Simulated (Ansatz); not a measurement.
A periodic structure is given below.

```xyz
24
Lattice="7.4607 0.0000 0.0000 0.0000 7.4607 0.0000 0.0000 0.0000 7.4607" Properties=species:S:1:pos:R:3 pbc="T T T"
Si    1.8652    1.8652    1.8652
Si    0.0000    3.7304    3.7304
O     2.7978    2.7978    0.9326
O     2.7978    0.9326    2.7978
O     0.9326    0.9326    0.9326
O     0.9326    2.7978    2.7978
Si    1.8652    5.5955    5.5955
Si    0.0000    0.0000    0.0000
O     2.7978    6.5281    4.6629
O     2.7978    4.6629    6.5281
O     0.9326    4.6629    4.6629
O     0.9326    6.5281    6.5281
Si    5.5955    1.8652    5.5955
Si    3.7304    3.7304    0.0000
O     6.5281    2.7978    4.6629
O     6.5281    0.9326    6.5281
O     4.6629    0.9326    4.6629
O     4.6629    2.7978    6.5281
Si    5.5955    5.5955    1.8652
Si    3.7304    0.0000    3.7304
O     6.5281    6.5281    0.9326
O     6.5281    4.6629    2.7978
O     4.6629    4.6629    0.9326
O     4.6629    6.5281    2.7978
```

Describe what this structure looks like.

Answer. The solid is SiO2. Its lattice is face-centred cubic, its space group Fd-3m (No. 227). One cell contains 8 Si, 16 O, 24 atoms in all. The coordination shell of Si holds four O in a tetrahedral arrangement at 1.62 Å. O is linked to two Si in a linear arrangement at 1.62 Å. The bonds build a three-dimensional framework.

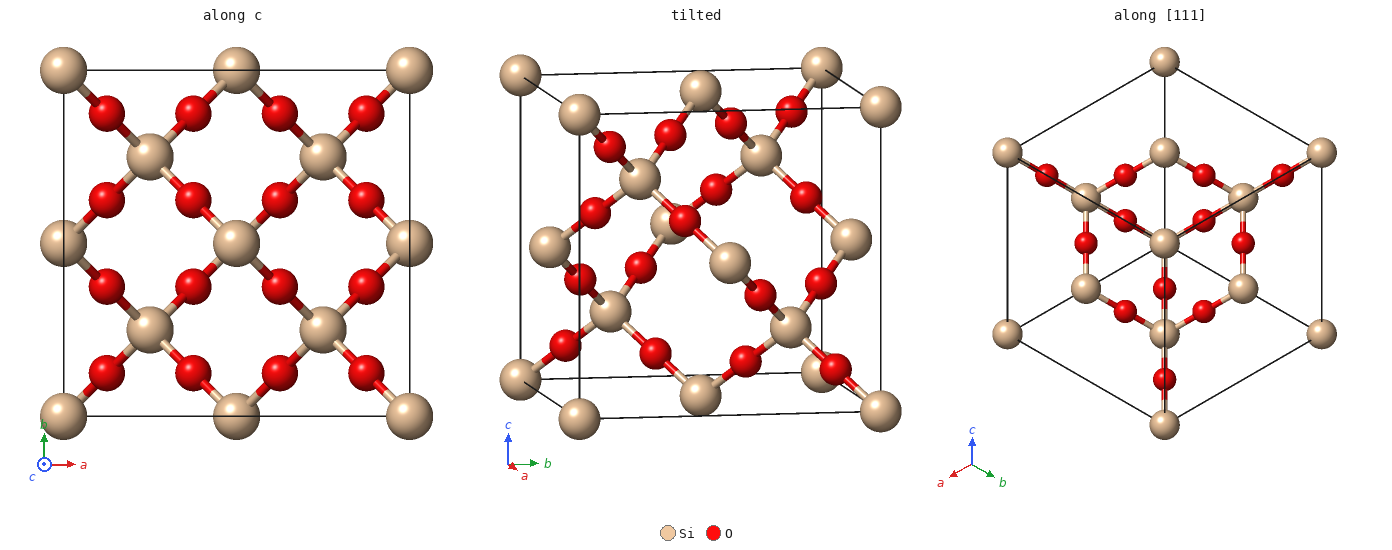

Structure drawing (ball-and-stick), viewed along the c axis, slightly off an axis and along [111]. Lines trace the edges of the conventional unit cell.

The initial geometry was a structure listed in the Materials Project. Earlier steps of the study may have refined or changed the cell and positions. A calculation with Ansatz used it as input.
